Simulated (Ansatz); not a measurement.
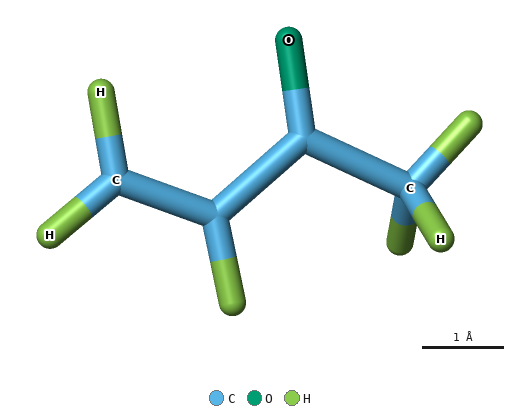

The starting structure (stick view, seen at a tilt). Bond lengths as drawn: C–C 1.35 to 1.52 Å, C–H 1.10 to 1.11 Å and C–O 1.22 Å.

Geometry relaxation of C4H6O

C4H6O, SMILES C=CC(C)=O, computed with RKS PBE-D4/def2-SVP (Ansatz 0.2.0).

Input:
```yaml
crystal:
  periodic: [false, false, false]
  atoms:
    - { symbol: C, position_ang: [1.96265821, 0.46485705, 0.18836821] }
    - { symbol: C, position_ang: [0.83420848, 0.42859567, -0.54555112] }
    - { symbol: C, position_ang: [-0.44038518, -0.1257452, 0.02420846] }
    - { symbol: C, position_ang: [-1.64562708, -0.10801869, -0.89700806] }
    - { symbol: O, position_ang: [-0.49861684, -0.56485691, 1.16630244] }
    - { symbol: H, position_ang: [1.94062758, 0.07953641, 1.22170985] }
    - { symbol: H, position_ang: [2.90819041, 0.86614333, -0.20669794] }
    - { symbol: H, position_ang: [0.81681503, 0.80500736, -1.58279764] }
    - { symbol: H, position_ang: [-1.43353308, -0.68788059, -1.82038164] }
    - { symbol: H, position_ang: [-1.86655537, 0.93077506, -1.2224149] }
    - { symbol: H, position_ang: [-2.52434215, -0.5339835, -0.38053766] }
basis:
  gaussian: { orbitals: def2-SVP }
hamiltonian:
  xc: pbe
  dispersion: d4
relax:
  f_tol: 0.002
  max_steps: 150
```

Hardware: 4 threads of Intel Xeon @ 2.50GHz (Skylake/Cascade Lake), 32 GiB of memory available, shared host.

Run as:
```bash
ansatz run input.yaml --threads 4 --pin off --max-ram 10240MiB --backend cpu --events-out ev --progress --plain --runs-dir out
```

Log:
```
The last accepted step is kept in [file] (removed where the run ends without a failure and the disk answers)
Engine: ansatz 0.2.0, x86_64-unknown-linux-gnu
Functional definition: PBE
  parameter kappa = 0.804
  parameter beta = 0.06672455060314922
  exchange = pbe_x(kappa = kappa, mu = beta*pi^2/3)
  correlation = pbe_c(beta = beta)
1123 factors; their error is unknown
mean field evaluation 1: about -6270.0312 eV, gradient 6.3e1 eV
mean field evaluation 2: about -6259.0693 eV, gradient 9.4e1 eV
mean field evaluation 4: about -6279.7165 eV, gradient 3.9e0 eV
mean field evaluation 8: about -6279.7527 eV, gradient 2.5e-1 eV
mean field evaluation 16: about -6279.6950 eV, gradient 3.2e-4 eV
mean field -6279.69501376 eV, -230.7745352255 hartree, gradient 4.9e-5 eV, S^2 0.000000; 0 other end points of the search recorded, 0 dependent functions left out
the calculation of the forces begins
reference -6279.69504441 eV, -230.7745363517 hartree; 19, 19 occupied and 81, 81 virtual orbitals, 1123 factors
relax step   1: F+E_penalty+E_count = -6279.88537185 eV  Δ(F+E_penalty+E_count) = +0.000e0 eV  max|allowed force component| = 3.940e-3 eV/Å  Δτ_max = 0.0000 Å  (28 SCF iters, accepted)
these checks for a lower state are left out or cut short: starts, cluster_reference, orbital_swaps, neighbouring_geometries, increment
1123 factors; their error is unknown
mean field -6279.69501216 eV, -230.7745351668 hartree, gradient 1.9e-5 eV, S^2 0.000000; 0 other end points of the search recorded, 0 dependent functions left out
the calculation of the forces begins
reference -6279.69504281 eV, -230.7745362930 hartree; 19, 19 occupied and 81, 81 virtual orbitals, 1123 factors
relax step   2: F+E_penalty+E_count = -6279.88537459 eV  Δ(F+E_penalty+E_count) = -2.739e-6 eV  max|allowed force component| = 5.343e-3 eV/Å  Δτ_max = 0.0013 Å  (22 SCF iters, accepted)
these checks for a lower state are left out or cut short: starts, cluster_reference, orbital_swaps, neighbouring_geometries, increment
1123 factors; their error is unknown
mean field -6279.69501121 eV, -230.7745351318 hartree, gradient 8.4e-5 eV, S^2 0.000000; 0 other end points of the search recorded, 0 dependent functions left out
the calculation of the forces begins
reference -6279.69504185 eV, -230.7745362579 hartree; 19, 19 occupied and 81, 81 virtual orbitals, 1123 factors
relax step   3: F+E_penalty+E_count = -6279.88537652 eV  Δ(F+E_penalty+E_count) = -1.934e-6 eV  max|allowed force component| = 2.531e-3 eV/Å  Δτ_max = 0.0008 Å  (20 SCF iters, accepted)
these checks for a lower state are left out or cut short: starts, cluster_reference, orbital_swaps, neighbouring_geometries, increment
1123 factors; their error is unknown
mean field evaluation 32: about -6279.6950 eV, gradient 9.1e-5 eV
mean field -6279.69501129 eV, -230.7745351347 hartree, gradient 1.2e-5 eV, S^2 0.000000; 0 other end points of the search recorded, 0 dependent functions left out
the calculation of the forces begins
reference -6279.69504193 eV, -230.7745362608 hartree; 19, 19 occupied and 81, 81 virtual orbitals, 1123 factors
relax step   4: F+E_penalty+E_count = -6279.88537738 eV  Δ(F+E_penalty+E_count) = -8.620e-7 eV  max|allowed force component| = 2.431e-3 eV/Å  Δτ_max = 0.0008 Å  (22 SCF iters, accepted)
these checks for a lower state are left out or cut short: starts, cluster_reference, orbital_swaps, neighbouring_geometries, increment
1123 factors; their error is unknown
mean field -6279.69501209 eV, -230.7745351643 hartree, gradient 7.3e-5 eV, S^2 0.000000; 0 other end points of the search recorded, 0 dependent functions left out
the calculation of the forces begins
reference -6279.69504274 eV, -230.7745362904 hartree; 19, 19 occupied and 81, 81 virtual orbitals, 1123 factors
relax step   5: F+E_penalty+E_count = -6279.88537775 eV  Δ(F+E_penalty+E_count) = -3.668e-7 eV  max|allowed force component| = 1.211e-3 eV/Å  Δτ_max = 0.0007 Å  (19 SCF iters, accepted)
```

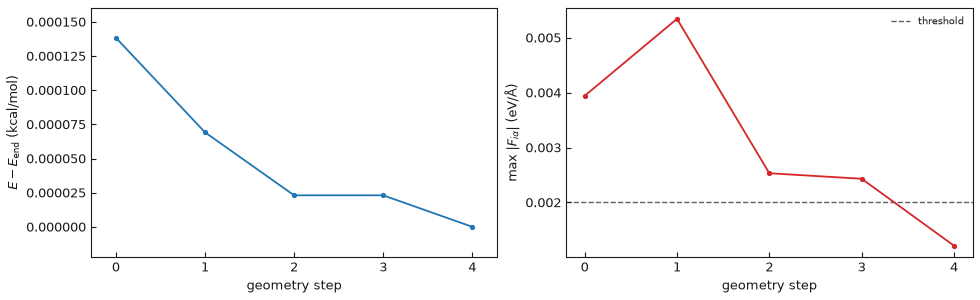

Progress of the relaxation, step by step (the first geometry is step 0 here and step 1 in the log). No atom moves by more than 0.005 Å after the best rigid fit. The energy falls by next to nothing (0.0 kcal/mol) in 4 geometry steps. The largest force component goes from 0.0039 to 0.0012 eV/Å.

```
1123 factors; their error is unknown
mean field -6279.69501209 eV, -230.7745351643 hartree, gradient 7.3e-5 eV, S^2 0.000000; 1 other end points of the search recorded, 0 dependent functions left out
the calculation of the forces begins
reference -6279.69504274 eV, -230.7745362904 hartree; 19, 19 occupied and 81, 81 virtual orbitals, 1123 factors
Total energy: -6279.88540839 eV, -230.7815320992 hartree
Atom 0 at     1.962708     0.463856     0.187962 Å, force     0.000568     0.001211    -0.000208 eV/Å
Atom 1 at     0.834040     0.430106    -0.545614 Å, force    -0.000360    -0.000411     0.000334 eV/Å
Atom 2 at    -0.440498    -0.124160     0.024649 Å, force    -0.000448     0.000256    -0.000630 eV/Å
Atom 3 at    -1.645495    -0.108507    -0.897022 Å, force     0.000514    -0.000344     0.000180 eV/Å
Atom 4 at    -0.498694    -0.562038     1.167221 Å, force    -0.000060     0.000256    -0.000123 eV/Å
Atom 5 at     1.939969     0.076821     1.220622 Å, force     0.000356    -0.000495     0.000105 eV/Å
Atom 6 at     2.908721     0.864737    -0.206491 Å, force    -0.000295    -0.000380     0.000145 eV/Å
Atom 7 at     0.816461     0.808003    -1.582349 Å, force    -0.000249    -0.000220     0.000241 eV/Å
Atom 8 at    -1.432211    -0.688733    -1.819862 Å, force    -0.000079    -0.000069    -0.000213 eV/Å
Atom 9 at    -1.867789     0.929681    -1.223387 Å, force     0.000058     0.000162     0.000171 eV/Å
Atom 10 at    -2.523771    -0.535335    -0.380529 Å, force    -0.000005     0.000033    -0.000002 eV/Å
Dipole moment:     0.113406     0.205262    -0.472755 e Å
```

Trajectory as extended XYZ (Å, eV, eV/Å), 5 frames, from step=1 to step=5:
```
11
Properties=species:S:1:pos:R:3:forces:R:3 step=1 energy=-6279.88537
C     1.9627    0.4649    0.1884   -0.0039  -0.0014   0.0000
C     0.8342    0.4286   -0.5456    0.0034   0.0008  -0.0012
C    -0.4404   -0.1257    0.0242    0.0006  -0.0005   0.0038
C    -1.6456   -0.1080   -0.8970   -0.0004   0.0001  -0.0019
O    -0.4986   -0.5649    1.1663    0.0001   0.0000   0.0016
H     1.9406    0.0795    1.2217   -0.0014  -0.0006  -0.0011
H     2.9082    0.8661   -0.2067    0.0010   0.0006  -0.0004
H     0.8168    0.8050   -1.5828    0.0005   0.0010  -0.0009
H    -1.4335   -0.6879   -1.8204    0.0000   0.0007   0.0004
H    -1.8666    0.9308   -1.2224   -0.0004  -0.0005  -0.0006
H    -2.5243   -0.5340   -0.3805    0.0006  -0.0002   0.0002
11
Properties=species:S:1:pos:R:3:forces:R:3 step=2 energy=-6279.88537
C     1.9626    0.4646    0.1883    0.0004  -0.0018  -0.0004
C     0.8342    0.4290   -0.5456    0.0006   0.0030  -0.0001
C    -0.4405   -0.1250    0.0245    0.0012  -0.0053  -0.0001
C    -1.6456   -0.1081   -0.8970   -0.0009   0.0010   0.0002
O    -0.4986   -0.5639    1.1667   -0.0004   0.0021   0.0003
H     1.9404    0.0783    1.2212   -0.0011   0.0007   0.0000
H     2.9082    0.8659   -0.2066    0.0004  -0.0003  -0.0001
H     0.8168    0.8059   -1.5827   -0.0003   0.0007   0.0002
H    -1.4330   -0.6881   -1.8202    0.0005   0.0001   0.0003
H    -1.8671    0.9304   -1.2228   -0.0004  -0.0002  -0.0002
H    -2.5241   -0.5345   -0.3805    0.0000  -0.0001   0.0000
11
Properties=species:S:1:pos:R:3:forces:R:3 step=3 energy=-6279.88538
C     1.9626    0.4643    0.1881    0.0025   0.0000  -0.0001
C     0.8341    0.4293   -0.5457   -0.0005   0.0015  -0.0003
C    -0.4404   -0.1248    0.0245   -0.0003  -0.0018  -0.0005
C    -1.6455   -0.1082   -0.8970   -0.0005  -0.0003   0.0007
O    -0.4986   -0.5633    1.1669   -0.0002   0.0014  -0.0010
H     1.9401    0.0778    1.2210   -0.0004   0.0000   0.0002
H     2.9084    0.8655   -0.2065   -0.0001  -0.0004   0.0003
H     0.8167    0.8066   -1.5827   -0.0006  -0.0001   0.0006
H    -1.4328   -0.6883   -1.8200    0.0003  -0.0002  -0.0001
H    -1.8673    0.9302   -1.2230    0.0001   0.0000   0.0003
H    -2.5239   -0.5347   -0.3804   -0.0003   0.0000  -0.0001
11
Properties=species:S:1:pos:R:3:forces:R:3 step=4 energy=-6279.88538
C     1.9626    0.4641    0.1881    0.0024   0.0002  -0.0004
C     0.8341    0.4298   -0.5457   -0.0007   0.0001  -0.0001
C    -0.4404   -0.1245    0.0246   -0.0009   0.0004  -0.0005
C    -1.6455   -0.1084   -0.8970    0.0002  -0.0007   0.0005
O    -0.4986   -0.5626    1.1671    0.0000   0.0006  -0.0010
H     1.9400    0.0773    1.2208    0.0000  -0.0001   0.0003
H     2.9086    0.8650   -0.2065   -0.0004  -0.0002   0.0005
H     0.8166    0.8074   -1.5825   -0.0006  -0.0002   0.0006
H    -1.4325   -0.6886   -1.8199    0.0000  -0.0002  -0.0003
H    -1.8676    0.9299   -1.2232    0.0002   0.0002   0.0004
H    -2.5238   -0.5350   -0.3805   -0.0002   0.0000  -0.0001
11
Properties=species:S:1:pos:R:3:forces:R:3 step=5 energy=-6279.88538
C     1.9627    0.4639    0.1880    0.0006   0.0012  -0.0002
C     0.8340    0.4301   -0.5456   -0.0004  -0.0004   0.0003
C    -0.4405   -0.1242    0.0246   -0.0004   0.0003  -0.0006
C    -1.6455   -0.1085   -0.8970    0.0005  -0.0003   0.0002
O    -0.4987   -0.5620    1.1672   -0.0001   0.0003  -0.0001
H     1.9400    0.0768    1.2206    0.0004  -0.0005   0.0001
H     2.9087    0.8647   -0.2065   -0.0003  -0.0004   0.0001
H     0.8165    0.8080   -1.5823   -0.0002  -0.0002   0.0002
H    -1.4322   -0.6887   -1.8199   -0.0001  -0.0001  -0.0002
H    -1.8678    0.9297   -1.2234    0.0001   0.0002   0.0002
H    -2.5238   -0.5353   -0.3805    0.0000   0.0000   0.0000
```

Results in brief:

| quantity | value |
| --- | --- |
| outcome | converged |
| total energy | −6279.8854 eV |
| mean-field energy | −6279.6950 eV |
| SCF solution under orbital rotations | stable |
| largest force (length of the vector) at the end | 0.001 eV/Å |
| wall time | 5.3 s (CPU time 19 s) |
| peak memory | 0.15 GiB |
